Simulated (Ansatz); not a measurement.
Ti: geometry relaxation (part 3 of 3)

The same run, continued: Ti (defect cell, 26 atoms in the cell); DFT PBE, scalar-relativistic, plane waves, PAW, no spin polarisation (Ansatz 0.2.0); cutoff 420 eV, 4×4×4 k-mesh, Gaussian smearing of 0.1 eV. The structure derives from an entry of the Crystallography Open Database. It belongs to a series of runs on one base structure; here: Ti vacancy, atoms relaxed.

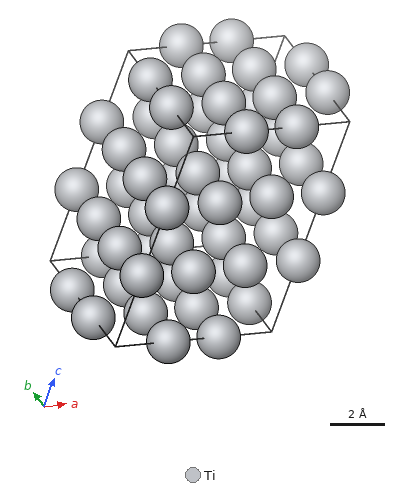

Fig. 1: The geometry at step 4 of the log (spheres-only view of the cell of the calculation, seen at an oblique angle).

Trajectory as extended XYZ, continued
```
26
Lattice="6.1681 0.0000 6.1681 6.1681 6.1681 0.0000 0.0000 6.1681 6.1681" Properties=species:S:1:pos:R:3:forces:R:3 step=4 energy=-64987.99793
Ti    2.0919    2.0919    0.0000    0.0103   0.0103   0.0000
Ti    4.0761    4.0761    0.0000   -0.0103  -0.0103   0.0000
Ti    2.0919    0.0000    2.0919    0.0103   0.0000   0.0103
Ti    4.1125    2.0556    2.0556    0.0041  -0.0041  -0.0041
Ti    6.1681    4.0761    2.0919    0.0000  -0.0103   0.0103
Ti    4.0761    0.0000    4.0761   -0.0103   0.0000  -0.0103
Ti    6.1681    2.0919    4.0761    0.0000   0.0103  -0.0103
Ti    8.2236    4.1125    4.1125   -0.0041   0.0041   0.0041
Ti    0.0000    2.0919    2.0919    0.0000   0.0103   0.0103
Ti    2.0556    4.1125    2.0556   -0.0041   0.0041  -0.0041
Ti    4.0761    6.1681    2.0919   -0.0103   0.0000   0.0103
Ti    2.0556    2.0556    4.1125   -0.0041  -0.0041   0.0041
Ti    4.1125    4.1125    4.1125    0.0041   0.0041   0.0041
Ti    6.1681    6.1681    4.1250    0.0000   0.0000  -0.0015
Ti    4.0761    2.0919    6.1681   -0.0103   0.0103   0.0000
Ti    6.1681    4.1250    6.1681    0.0000  -0.0015   0.0000
Ti    8.2111    6.1681    6.1681    0.0015   0.0000   0.0000
Ti    0.0000    4.0761    4.0761    0.0000  -0.0103  -0.0103
Ti    2.0919    6.1681    4.0761    0.0103   0.0000  -0.0103
Ti    4.1125    8.2236    4.1125    0.0041  -0.0041   0.0041
Ti    2.0919    4.0761    6.1681    0.0103  -0.0103   0.0000
Ti    4.1250    6.1681    6.1681   -0.0015   0.0000   0.0000
Ti    6.1681    8.2111    6.1681    0.0000   0.0015   0.0000
Ti    4.1125    4.1125    8.2236    0.0041   0.0041  -0.0041
Ti    6.1681    6.1681    8.2111    0.0000   0.0000   0.0015
Ti    8.2236    8.2236    8.2236   -0.0041  -0.0041  -0.0041
```

Key numbers

- outcome: converged
- electrons treated: 312
- free energy: −64987.9979 eV
- Fermi energy: 12.659 eV
- gap on the k-point mesh: none (metallic)
- pressure: −0.81 GPa
- final volume: 469.33 Å³
- largest force (length of the vector) at the end: 0.015 eV/Å
- hardware: 4 threads of Intel Xeon @ 2.30GHz, 28 GiB of memory available, shared host
- wall time: 55 s (CPU time 3.2 min)
- peak memory: 1.9 GiB

Notes

Notes on the run: the SCF threshold is looser than advised for the printed stress.
